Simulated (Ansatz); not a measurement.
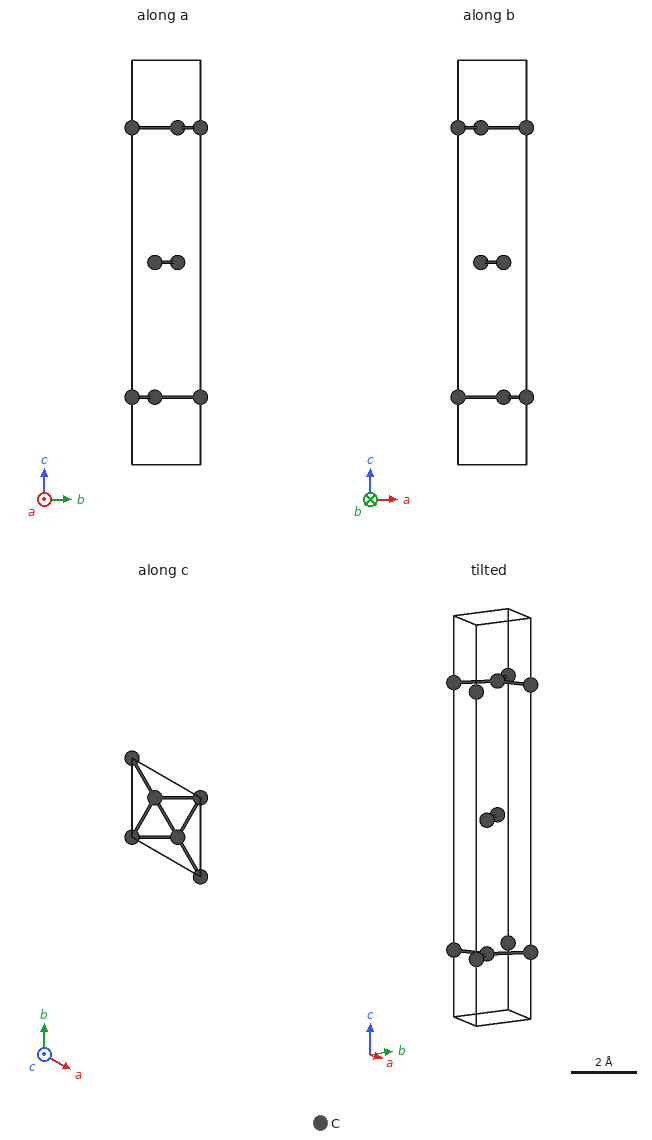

Ball-and-stick drawing of the structure, looking along the a axis, along the b axis, along the c axis and slightly off an axis. The conventional unit cell is drawn as a box.

Lattice parameters: a = 2.467 Å, b = 2.467 Å, c = 12.614 Å, α = 90.00°, β = 90.00°, γ = 120.00°.

Q: Reconstruct the structure as a table of Wyckoff sites.

A: Space group R-3m:H (No. 166).
```
atom  site       x       y       z
   C    6c  0.6667  0.3333  0.1667
```

Starting structure: a structure type filled with this element by a generator (whether the element takes this form wasn't checked). Cell shown after relaxation with DFT PBE, scalar-relativistic, plane waves, PAW (Ansatz 0.2.0).
